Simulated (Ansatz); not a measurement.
**A Fermi-surface study of Pb (space group P6_3/mmc, No. 194)**

The calculation's input:

```yaml
crystal:
  lattice:
    - [3.48, 0.0, 0.0]
    - [-1.74, 3.01376841, 0.0]
    - [0.0, 0.0, 5.59]
  atoms:
    - { symbol: Pb, position: [0.33333333, 0.66666667, 0.25] }
    - { symbol: Pb, position: [0.66666667, 0.33333333, 0.75] }
basis:
  ecutwfc: 420
kpoints:
  mp_grid: { grid: [18, 18, 8] }
hamiltonian:
  xc: lda
scf:
  occupations: { method: gaussian, width: 0.05 }
output:
  forces: true
  eigenvalues: true
  eigenstates:
    nscf_kmesh: { grid: [24, 24, 14] }
    top_band: c12
    de_dk: true
    localisation: false
  stress: true
checkpoint:
  write: ck
  compress: false
  write_wavefunctions: false
  write_every: 100000
magnetization:
  noncollinear: true
  spin_orbit: true
```

Run with:

```sh
ansatz run input.yaml --threads 1 --pin off --max-ram 3072MiB --backend cpu --events-out ev --progress --plain --runs-dir out
```

Theory: Ansatz, DFT LDA, spin-orbit coupling, plane waves, PAW; levels and slopes on a dense k mesh at the converged density. Non-magnetic. With an inversion centre and no moment every band is doubly degenerate; a pair is shown and named once. Mesh 24×24×14, interpolated with the band slopes. The geometry was not relaxed.

Part 1: The sheets

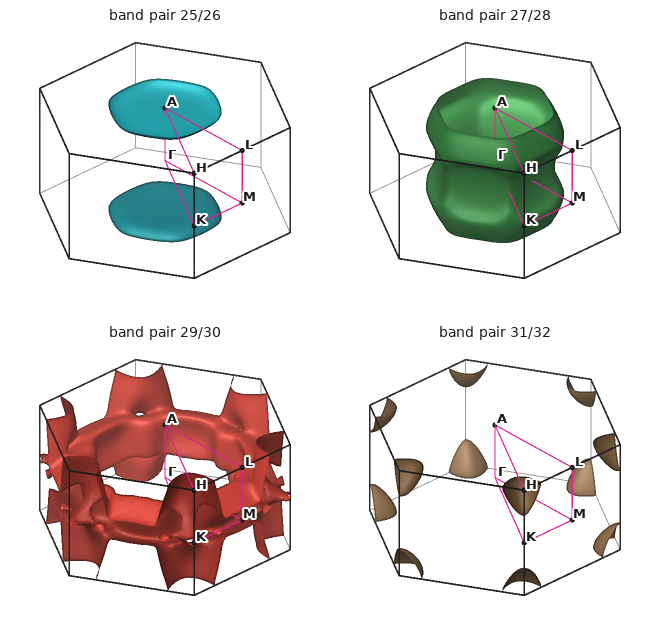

Fermi surface of this crystal. Each panel holds one band. The brighter face of a sheet looks towards empty states.

Question: Summarise the topology of this Fermi surface.

Answer: Four doubly degenerate bands cross the Fermi level; this is a three-dimensional metal.

Band pair 25/26: one hole pocket centred at A (2.5 % of the zone).
Band pair 27/28: one open hole tube parallel to Γ–A.
Band pair 29/30: an open network that joins neighbouring zones in all directions (the band is filled at H and M and empty at Γ, A, K and L).
Band pair 31/32: two electron pockets centred at H (each 1.2 % of the zone).
A pocket cut by a face of the zone is counted once with the part on the opposite face.

Part 2: Speeds

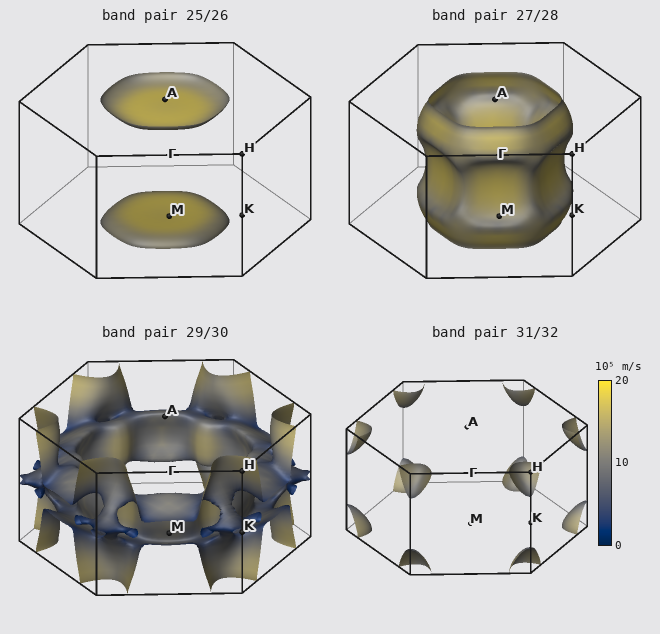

Fermi surface of this crystal, coloured by the Fermi speed.

Question: Give the range and mean of the Fermi speed for each band.

Answer: Band pair 25/26: 11 to 19 × 10⁵ m/s over most of the sheet, 14 × 10⁵ m/s on average over states. Band pair 27/28: 11 to 16 × 10⁵ m/s over most of the sheet, 13 × 10⁵ m/s on average over states. Band pair 29/30: 3.7 to 14 × 10⁵ m/s over most of the sheet, 7.6 × 10⁵ m/s on average over states. Band pair 31/32: 8.6 to 13 × 10⁵ m/s over most of the sheet, 11 × 10⁵ m/s on average over states.

Question: Which of these bands adds most to the density of states at the Fermi level?

Answer: Band pair 29/30, with 0.97 of 1.4 states/eV per cell.

Part 3: Cuts and bands

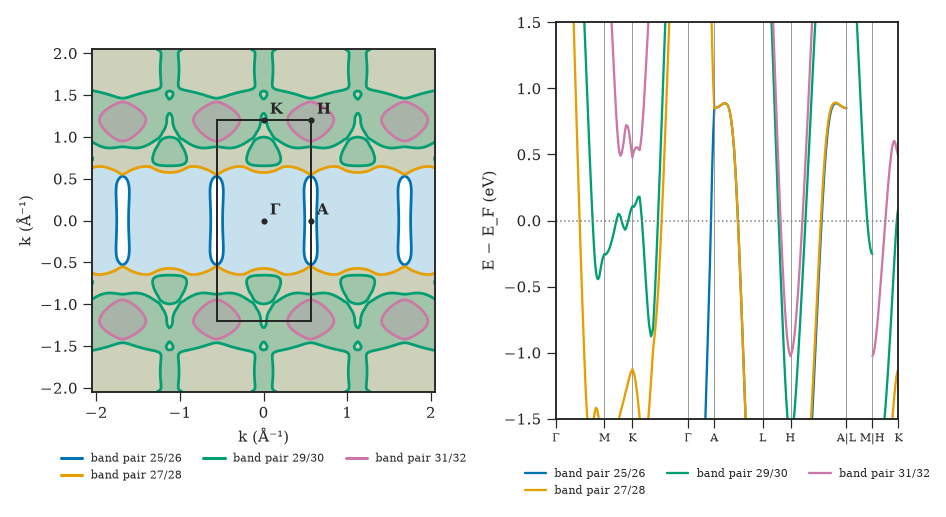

This crystal: cut through the Fermi surface in the plane through Γ, A and K, filled states shaded, and the bands that cross the Fermi level.

Question: Give each band's level at the labelled points, in eV from the Fermi level.

Answer:
| band | Γ | A | K | H | M | L |
| --- | --- | --- | --- | --- | --- | --- |
| band pair 25/26 | below | +0.85 | below | below | below | below |
| band pair 27/28 | above | +0.85 | −1.13 | below | below | below |
| band pair 29/30 | above | above | +0.11 | below | −0.25 | above |
| band pair 31/32 | above | above | +0.48 | −1.02 | above | above |

Negative values are filled states; "above" and "below" lie outside the plotted window.

Necks and pockets thinner than about two mesh steps aren't resolved, so separate pockets may in truth be joined.

The run (self-consistency and the dense mesh) took 6 min on 1 thread of Arm Neoverse V2 (shared host), peak memory 1.2 GiB.
